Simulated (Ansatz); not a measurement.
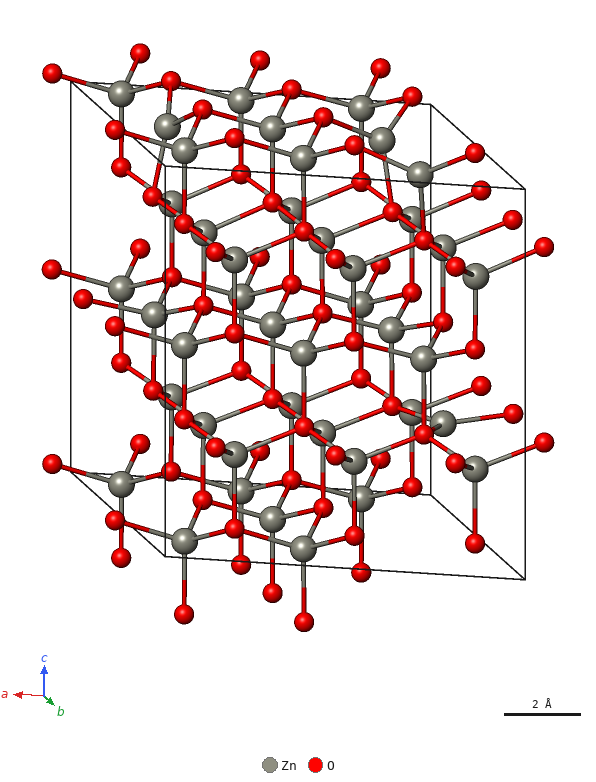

**Figure 1.** The structure (ball-and-stick view of the cell of the calculation, seen at an oblique angle; bonded neighbours outside the cell are drawn too).

Single-point calculation, with input and output: Zn36O35 (charge +2) (part 1 of 2)

System: Zn36O35 (defect cell, 71 atoms in the cell, total charge +2).
Method: DFT, PBE, plane waves, PAW, no spin polarisation (Ansatz 0.2.0).

The structure derives from a Materials Project entry.

Output
```
Warning: the atoms were moved onto the symmetric positions of the space group found under crystal.symmetry.tolerance 1.0e-5 (fractional; no operation is sought that the atoms, as they stand in a round, miss by more than twice it, and no atom is moved by as much as it), and the run uses the moved positions. Before a round's move an operation carried an atom to 8.07e-5 Å from where it should land, the largest such distance. Atom 19 (counting from 0) moved farthest, by 5.21e-5 Å; the longest move in fractions of the cell, of whichever atom, is 0.58 of the tolerance, in 1 round. To run the atoms as typed, lower crystal.symmetry.tolerance until the operations that they miss are no longer found, or set crystal.symmetry.detect: false (a key that needs symmetry detection or time reversal refuses this as the deck is read). The positions used, in the order of the run's atom list: position: [0.11114793201126762, 0.5553133798183099, 0.2965663602]; position: [0.11114793201126758, 0.5553133798183099, 0.7470146715]; position: [0.44615933159460097, 0.5565835700683098, 0.25268909293333336]; position: [0.4492981843279343, 0.5581608620349765, 0.74652710515]; position: [0.1098777417612676, 0.22030198023497655, 0.2526890929333333]; position: [0.10830044979460092, 0.21716312750164318, 0.74652710515]; position: [0.7774067226779343, 0.5565835700683098, 0.2526890929333333]; position: [0.7758451619112676, 0.5581608620349765, 0.74652710515]; position: [0.4444812653446009, 0.2219800464849765, 0.2505659049]; position: [0.4444812653446009, 0.22198004648497652, 0.7498112547]; position: [0.10987774176126759, 0.8890545891516431, 0.25268909293333336]; position: [0.10830044979460092, 0.8906161499183098, 0.74652710515]; position: [0.7774067226779343, 0.22030198023497655, 0.25268909293333336]; position: [0.7758451619112676, 0.21716312750164318, 0.74652710515]; position: [0.4461593315946009, 0.8890545891516431, 0.2526890929333333]; position: [0.4492981843279343, 0.8906161499183098, 0.74652710515]; position: [0.7778145986779343, 0.8886467131516432, 0.2502032246]; position: [0.7778145986779343, 0.8886467131516432, 0.7487289522]; position: [0.8833167341779342, 0.44139778090164317, 0.5047058835]; position: [0.841966664344601, 0.4207227459849765, 0.9846963873333333]; position: [0.2250635309279343, 0.44139778090164317, 0.5047058835]; position: [0.24573856584460094, 0.4207227459849765, 0.9846963873333333]; position: [0.888113650544601, 0.10924481688497657, 0.4989714274]; position: [0.8876652725612676, 0.10834806091830994, 0.9979770760333333]; position: [0.5548369518779342, 0.4426914195516432, 0.4987034117]; position: [0.5559147245279342, 0.4448469648516432, 1.0010078631333335]; position: [0.22376989227793423, 0.11162435995164317, 0.49870341170000004]; position: [0.22161434697793428, 0.11054658730164316, 1.0010078631333335]; position: [0.888113650544601, 0.7783476612849766, 0.4989714274]; position: [0.8876652725612676, 0.7787960392683098, 0.9979770760333333]; position: [0.5548369518779342, 0.11162435995164317, 0.49870341170000004]; position: [0.5559147245279342, 0.11054658730164316, 1.0010078631333335]; position: [0.2250635309279343, 0.7831445776516432, 0.5047058835]; position: [0.24573856584460094, 0.8244946474849765, 0.9846963873333333]; position: [0.5572164949446009, 0.7783476612849766, 0.4989714274]; position: [0.5581132509112675, 0.7787960392683098, 0.9979770760333333]; position: [0.11114793201126758, 0.5553133798183099, 0.556373368]; position: [0.4443977208112676, 0.5570178062016432, 0.061744432533333345]; position: [0.44620651786126764, 0.5560384288516432, 0.5594069955]; position: [0.10944350562793427, 0.22206359101830983, 0.06174443253333335]; position: [0.11042288297793426, 0.2202547939683098, 0.5594069955000001]; position: [0.779602569594601, 0.5570178062016432, 0.06174443253333334]; position: [0.7768143951946009, 0.5560384288516432, 0.5594069955000001]; position: [0.444481265344601, 0.22198004648497655, 0.0600789976]; position: [0.444481265344601, 0.22198004648497652, 0.5611290326]; position: [0.10944350562793427, 0.8868587422349765, 0.06174443253333334]; position: [0.11042288297793426, 0.8896469166349765, 0.5594069955]; position: [0.779602569594601, 0.22206359101830983, 0.061744432533333345]; position: [0.7768143951946009, 0.2202547939683098, 0.5594069955]; position: [0.4443977208112676, 0.8868587422349765, 0.06174443253333336]; position: [0.44620651786126764, 0.8896469166349765, 0.5594069955]; position: [0.7778145986779342, 0.8886467131516432, 0.0605209728]; position: [0.7778145986779342, 0.8886467131516432, 0.5604262356]; position: [0.8870917293446009, 0.4432852784849765, 0.3107337597]; position: [0.888960279444601, 0.44421955353497655, 0.8075330605]; position: [0.2231760333446009, 0.4432852784849765, 0.3107337597]; position: [0.22224175829460088, 0.44421955353497655, 0.8075330605]; position: [0.888827042044601, 0.11067159988497645, 0.3097895270666666]; position: [0.8889371712779343, 0.11089185835164313, 0.8103123686]; position: [0.555437449644601, 0.4438924150849765, 0.30928952293333334]; position: [0.5556662654279343, 0.4443500466516432, 0.8124278639666667]; position: [0.22256889674460092, 0.11102386218497652, 0.30928952293333334]; position: [0.22211126517793428, 0.1107950464016432, 0.8124278639666667]; position: [0.888827042044601, 0.7776342697849765, 0.3097895270666667]; position: [0.8889371712779343, 0.7775241405516432, 0.8103123686]; position: [0.555437449644601, 0.11102386218497652, 0.30928952293333334]; position: [0.5556662654279343, 0.1107950464016432, 0.8124278639666667]; position: [0.22317603334460093, 0.7793695824849766, 0.3107337597]; position: [0.2222417582946009, 0.7775010323849765, 0.8075330605]; position: [0.5557897119446009, 0.7776342697849765, 0.3097895270666667]; position: [0.5555694534779343, 0.7775241405516432, 0.8103123686];
Engine: ansatz 0.2.0, x86_64-unknown-linux-gnu
Pseudopotentials: kind: paw
Pseudopotential: Zn, paw, valence charge 12, recommended cutoff 420 eV (normal), Zn.paw.azcp
Pseudopotential: O, paw, valence charge 6, recommended cutoff 420 eV (normal), O.paw.azcp
Functional definition: PBE
  parameter kappa = 0.804
  parameter beta = 0.06672455060314922
  exchange = pbe_x(kappa = kappa, mu = beta*pi^2/3)
  correlation = pbe_c(beta = beta)
Crystal: 71 atoms, lattice volume = 887.382 Å³
Basis set: ecut = 450.3484423711014 eV, 19189 PW (Γ), exchange–correlation on 144×144×150 points (8 copies of the dense FFT grid, shifted against one another)
Bands: 391, of which v1, the nominal top of the filled ones, is band 320 counted from 1 (319 counted from 0)
Symmetry: 6 space group operations
Space group: P3m1 (ITA 156), of the structure as read, at distance tolerance 9.6e-5 Å
k-points: 7 of 27 (time reversal used)
Non-local potential: Zn, projectors of the file, l = 0: 2, l = 1: 2, l = 2: 3, l = 3: 1
Non-local potential: O, projectors of the file, l = 0: 2, l = 1: 2, l = 2: 1
PAW form: soft (Blöchl's): semilocal exchange-correlation on the pseudo side does not see the compensation charge
PAW one-centre angular grid: Zn, 590 points (default); XC on 64 Gauss nodes
PAW one-centre angular grid: O, 110 points (default); XC on 64 Gauss nodes
Initial density: superposition of atomic densities (neutral atoms scaled as one to the charged cell's electrons: chi_scale 0, normalization atom), corrected by the library's trained network
Initial wavefunctions: pseudopotential atomic-orbital guess
Functional: x = pbe(κ = 0.804, μ = 0.2195149727645171), c = pbe(β = 0.06672455060314922)
SCF iter   1: F=—  HF=-139373.935193 eV  |F-HF|=—  |Δ(HF+E_count)|=         —  Δρ=1.65e-2  dr2=1.59e0  ethr=1.77e-3  ⟨swp⟩=6.0  Hψ=9964  notcnv=0  defer=11
preconditioner: auto → Resta (q_TF=auto, 2.584 Å⁻¹)  ε∞=7.4  [insulator: Δε(μ)=0.799 eV  Ē_g=12.503 eV  σ=0.010 eV  W_gap=1.00  n_scr=242 (ndim 8)  ℏωp=31.5 eV  f_vac=0.052  D(μ)=0.00/eV (n_scr^D=0)  ε∞_Penn≈7.4]
SCF iter   2: F=—  HF=-139373.476096 eV  |F-HF|=—  |Δ(HF+E_count)|=   4.59e-1  Δρ=2.57e-3  dr2=1.53e-1  ethr=2.48e-4  ⟨swp⟩=2.0  Hψ=5184  notcnv=0  defer=458
SCF iter   3: F=—  HF=-139373.387723 eV  |F-HF|=—  |Δ(HF+E_count)|=   8.84e-2  Δρ=2.78e-3  dr2=1.10e-1  ethr=2.39e-5  ⟨swp⟩=2.0  Hψ=4313  notcnv=0  defer=318
automatic band count: iteration 3 solves 371 bands in place of 391: the levels show a gap, and the empty bands left out lie too high to hold charge; the band table lists the bands solved (type scf.n_extra_bands for more)
SCF iter   4: F=—  HF=-139373.366329 eV  |F-HF|=—  |Δ(HF+E_count)|=   2.14e-2  Δρ=1.20e-3  dr2=1.88e-2  ethr=1.72e-5  ⟨swp⟩=2.0  Hψ=4313  notcnv=0  defer=318
SCF iter   5: F=—  HF=-139373.371461 eV  |F-HF|=—  |Δ(HF+E_count)|=   5.13e-3  Δρ=8.64e-4  dr2=7.04e-3  ethr=2.94e-6  ⟨swp⟩=2.0  Hψ=4342  notcnv=0  defer=318
SCF iter   6: F=—  HF=-139373.371605 eV  |F-HF|=—  |Δ(HF+E_count)|=   1.44e-4  Δρ=2.29e-4  dr2=8.40e-4  ethr=1.10e-6  ⟨swp⟩=2.0  Hψ=4387  notcnv=0  defer=318
SCF iter   7: F=—  HF=-139373.372333 eV  |F-HF|=—  |Δ(HF+E_count)|=   7.28e-4  Δρ=3.06e-4  dr2=5.62e-4  ethr=1.31e-7  ⟨swp⟩=2.1  Hψ=4311  notcnv=0  defer=318
SCF iter   8: F=—  HF=-139373.372092 eV  |F-HF|=—  |Δ(HF+E_count)|=   2.41e-4  Δρ=5.78e-5  dr2=3.11e-5  ethr=8.78e-8  ⟨swp⟩=2.0  Hψ=4293  notcnv=0  defer=318
SCF iter   9: F=—  HF=-139373.371850 eV  |F-HF|=—  |Δ(HF+E_count)|=   2.42e-4  Δρ=2.87e-5  dr2=8.04e-6  ethr=4.86e-9  ⟨swp⟩=2.3  Hψ=4834  notcnv=0  defer=318
SCF iter  10: F=—  HF=-139373.371859 eV  |F-HF|=—  |Δ(HF+E_count)|=   8.88e-6  Δρ=3.30e-5  dr2=8.83e-6  ethr=1.26e-9  ⟨swp⟩=2.0  Hψ=4519  notcnv=0  defer=318
SCF iter  11: F=—  HF=-139373.371859 eV  |F-HF|=—  |Δ(HF+E_count)|=   1.63e-7  Δρ=5.06e-6  dr2=2.43e-7  ethr=1.26e-9  ⟨swp⟩=2.0  Hψ=4519  notcnv=0  defer=318
SCF iter  12: F=-139373.371859 eV  HF=-139373.371859 eV  |F-HF|=5.33e-8  |Δ(HF+E_count)|=   3.50e-7  Δρ=3.37e-6  dr2=8.12e-8  ethr=1.56e-11  ⟨swp⟩=10.1  Hψ=12168  notcnv=0
SCF 1 converged in 12 iterations: F = -139373.371859 eV  dr2 = 8.12e-8
  greatest PAW one-centre occupation: 0.987 electrons in one spin orbital (limit 2), on the Zn atom at site 19 (counted from 0), in its partial waves of l = 2
```

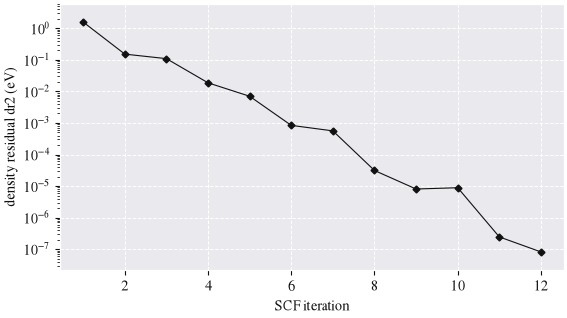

**Figure 2.** Convergence of the self-consistent field: density residual dr2 against the SCF iteration. The residual falls almost steadily, with no more than small rises.

```
SCF converged after 12 iterations
Free energy (F): -139373.371859 eV
Harris-Foulkes:  -139373.371859 eV  (|F-HF|=5.33e-8)
Internal energy: -139373.371859 eV  (E = F + TS)
E sigma→0 (E₀):  -139373.371859 eV
Fermi energy:    6.961937 eV
--- Per-component energies (eV) ---
  E_band       = 846.702665
  E_kinetic    = 10781.276497
  E_local      = -74468.926500  (includes V_loc(G=0)·N_el)
  E_nonlocal   = 23981.617729
  E_hartree    = 30717.097042
  E_xc         = -7457.086831
  E_vxc        = -5085.436838  (∫ρ·V_xc dr)
  E_paw        = -71488.495342  (= ΣΔE_a)
  E_vpaw       = -15796.109950  (= ΣTr[D̂ρ^β])
  E_aug_tail   = 0.056824  (compensation charges beyond the density's cutoff)
  E_ewald      = -51438.911279
  E_smearing   = -0.000000  (= −TS)
  E_closure    = -0.000000  (closes the sum)
  E_deformation_potential = 26.930567  (in the stress; not in F)
  Σ components = -139373.371859   (vs F -139373.371859, Δ=0.00e0)
--- Forces (eV/Å), atoms counted from 1 ---
  atom   1  Zn     0.00000000    -0.00000000     0.00746705
  atom   2  Zn     0.00000000    -0.00000000     0.00323350
  atom   3  Zn    -0.00236608     0.00257707     0.00224305
  atom   4  Zn    -0.00137374     0.00137108    -0.00089537
  atom   5  Zn     0.00104877    -0.00333762     0.00224305
  atom   6  Zn     0.00050052    -0.00187523    -0.00089537
  atom   7  Zn     0.00236608     0.00257707     0.00224305
  atom   8  Zn     0.00137374     0.00137108    -0.00089537
  atom   9  Zn     0.00000000    -0.00000000     0.00289047
  atom  10  Zn     0.00000000    -0.00000000     0.00057003
  atom  11  Zn     0.00341484     0.00076055     0.00224305
  atom  12  Zn     0.00187426     0.00050415    -0.00089537
  atom  13  Zn    -0.00104877    -0.00333762     0.00224305
  atom  14  Zn    -0.00050052    -0.00187523    -0.00089537
  atom  15  Zn    -0.00341484     0.00076055     0.00224305
  atom  16  Zn    -0.00187426     0.00050415    -0.00089537
  atom  17  Zn     0.00000000    -0.00000000     0.00184752
  atom  18  Zn     0.00000000    -0.00000000    -0.00131638
  atom  19  Zn     0.00018709    -0.00010802     0.00122165
  atom  20  Zn     0.00352910    -0.00203753    -0.00137320
  atom  21  Zn    -0.00018709    -0.00010802     0.00122165
  atom  22  Zn    -0.00352910    -0.00203753    -0.00137320
  atom  23  Zn     0.00000000    -0.00191240     0.00221506
  atom  24  Zn     0.00000000    -0.00220242    -0.00373907
  atom  25  Zn     0.00000000    -0.00053261     0.00140839
  atom  26  Zn     0.00000000    -0.00163819    -0.00289174
  atom  27  Zn    -0.00046126     0.00026631     0.00140839
  atom  28  Zn    -0.00141872     0.00081910    -0.00289174
  atom  29  Zn     0.00165619     0.00095620     0.00221506
  atom  30  Zn     0.00190735     0.00110121    -0.00373907
  atom  31  Zn     0.00046126     0.00026631     0.00140839
  atom  32  Zn     0.00141872     0.00081910    -0.00289174
  atom  33  Zn     0.00000000     0.00021603     0.00122165
  atom  34  Zn     0.00000000     0.00407505    -0.00137320
  atom  35  Zn    -0.00165619     0.00095620     0.00221506
  atom  36  Zn    -0.00190735     0.00110121    -0.00373907
  atom  37  O      0.00000000    -0.00000000    -0.00583875
  atom  38  O      0.00302036    -0.00458708     0.00015857
  atom  39  O      0.00089379    -0.00074282    -0.00013689
  atom  40  O     -0.00246235     0.00490925     0.00015857
  atom  41  O     -0.00019641     0.00114545    -0.00013689
  atom  42  O     -0.00302036    -0.00458708     0.00015857
  atom  43  O     -0.00089379    -0.00074282    -0.00013689
  atom  44  O      0.00000000    -0.00000000    -0.00172648
  atom  45  O      0.00000000    -0.00000000    -0.00086012
  atom  46  O     -0.00548271    -0.00032217     0.00015857
  atom  47  O     -0.00109020    -0.00040263    -0.00013689
  atom  48  O      0.00246235     0.00490925     0.00015857
  atom  49  O      0.00019641     0.00114545    -0.00013689
  atom  50  O      0.00548271    -0.00032217     0.00015857
  atom  51  O      0.00109020    -0.00040263    -0.00013689
  atom  52  O      0.00000000    -0.00000000    -0.00055643
  atom  53  O      0.00000000    -0.00000000     0.00053949
  atom  54  O     -0.00421489     0.00243347    -0.00374269
  atom  55  O     -0.00242072     0.00139760     0.00326849
  atom  56  O      0.00421489     0.00243347    -0.00374269
  atom  57  O      0.00242072     0.00139760     0.00326849
  atom  58  O      0.00000000     0.00145222    -0.00397004
  atom  59  O      0.00000000     0.00084636     0.00239463
  atom  60  O      0.00000000     0.00081039    -0.00261646
  atom  61  O      0.00000000     0.00034688     0.00300323
  atom  62  O      0.00070181    -0.00040519    -0.00261646
  atom  63  O      0.00030040    -0.00017344     0.00300323
  atom  64  O     -0.00125766    -0.00072611    -0.00397004
  atom  65  O     -0.00073297    -0.00042318     0.00239463
  atom  66  O     -0.00070181    -0.00040519    -0.00261646
  atom  67  O     -0.00030040    -0.00017344     0.00300323
  atom  68  O      0.00000000    -0.00486694    -0.00374269
  atom  69  O      0.00000000    -0.00279520     0.00326849
  atom  70  O      0.00125766    -0.00072611    -0.00397004
  atom  71  O      0.00073297    -0.00042318     0.00239463
  max |Σ_I F_I| component: 7.92e-7 eV/Å
--- Band table (eV; the first three rows and the last of 7) ---
```
